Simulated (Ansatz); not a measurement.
# Does disorder add resistance in series? Re(0001) layers with 12.5 % Rh

Two lengths of the disordered region are known. What area resistance does the third give?

Set-up. Ansatz 0.2.0, plane waves with PAW datasets at their recommended cutoffs (420 eV for most), Fermi-Dirac smearing; ballistic transmission by layer matching. The area resistance is RA = A (h/2e²)(1/T − 1/N), with T the zone-mean transmission per spin and N the lead's channels, both averaged over a few energies near the Fermi level; for magnets each spin is taken apart, with h/e², and the two conduct in parallel. Lateral cell 2x2, PBE, a fresh random draw for each length.

Results; the value marked ? is to be predicted:

| length (Å) | channels N | RA (fΩ m²) |
| --- | --- | --- |
| 4.46 | 5.260 | 0.128 |
| 13.4 | 5.280 | 0.279 |
| 22.3 | 5.260 | ? |

**Estimate by hand.**

Ohm's law makes RA linear in the length: the slope is (0.279 − 0.128)/(13.4 − 4.46) = 0.0170 fΩ m² per Å, or 17 µΩ cm. Then 0.279 + 0.0170 × 8.92. Predicted: 0.430 fΩ m².

What the run gave:

0.454 fΩ m², so the prediction is 5.2 % too low. The three lengths together give 18 µΩ cm. The two increments are 0.15 and 0.17 fΩ m², roughly as Ohm's law has it, though with one draw for each length that is a weak test.

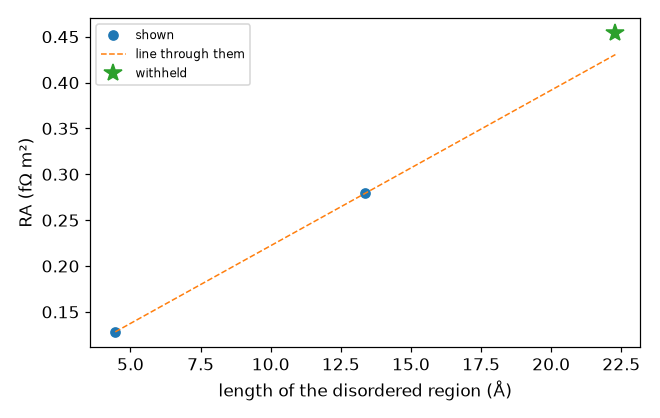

Area resistance against length.

**Limits.** The scatterers repeat sideways with the small cell. The slope is a raw one; a model of isotropic scattering puts it 1.06 times the bulk value over these lengths. Atoms sit unrelaxed on the host's lattice, and the pair may not mix at random in practice. Spin-orbit coupling is left out, which matters for Re.
